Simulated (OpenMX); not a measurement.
```yaml
crystal:
  lattice:
    - [2.86234, 0.00000, 0.00000]
    - [0.00000, 2.86234, 0.00000]
    - [0.00000, 0.00000, 25.11990]
  atoms:
    - { symbol: Al, position: [0.50000, 0.50000, 0.29857] }
    - { symbol: Al, position: [0.00000, 0.00000, 0.37914] }
    - { symbol: Al, position: [0.50000, 0.50000, 0.45971] }
    - { symbol: Al, position: [0.00000, 0.00000, 0.54029] }
    - { symbol: Al, position: [0.50000, 0.50000, 0.62086] }
    - { symbol: Al, position: [0.00000, 0.00000, 0.70143] }
```

Level of theory: Kohn-Sham DFT of a periodic cell, PBE, OpenMX 2013 PBE set in OpenMX.

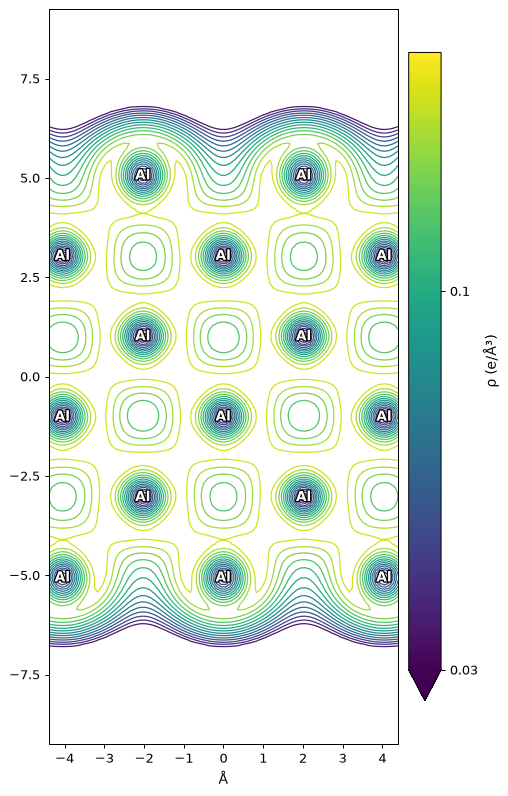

Al (slab). Valence electron density on the (11̄0) plane of the calculation cell, a cut from vacuum to vacuum.

Q: Describe what can be read from this map.

A: Atoms in the plane: Al.
Al–Al (2.86 Å): the density is about 0.2 e/Å³ at the midpoint.
The density dies away to nearly zero in the vacuum.
